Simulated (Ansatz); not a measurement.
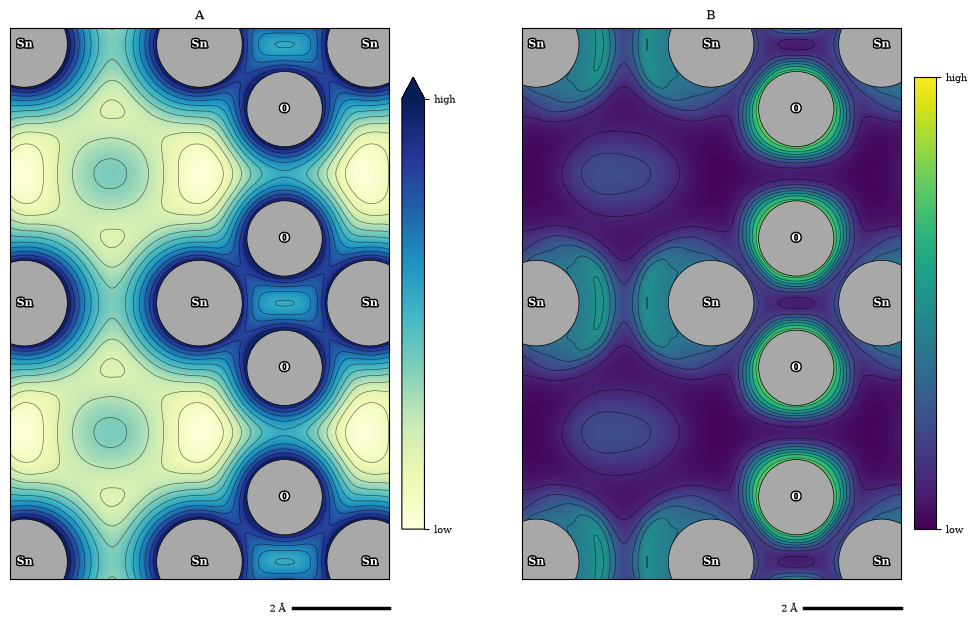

SnO: 2 fields on the (011) plane of the calculation cell, with unlabelled colour scales. Grey discs cover the atomic cores.

Space group P4/nmm; a structure from a database of computed crystals, not necessarily the ambient phase.

The calculation used DFT PBEsol, scalar-relativistic, plane waves, PAW (Ansatz).

### Which field does each panel show? The fields are: electron localisation function and valence pseudo-density.

Panel A: valence pseudo-density. Panel B: electron localisation function. From the grid: Sn–O (2.22 Å): ρ at the midpoint is about 0.48 e/Å³; the ELF peaks at about 0.85 in the valence shell of O, 0.6 Å from its nucleus, and is about 0.20 at the midpoint: no localised pair shows between them.
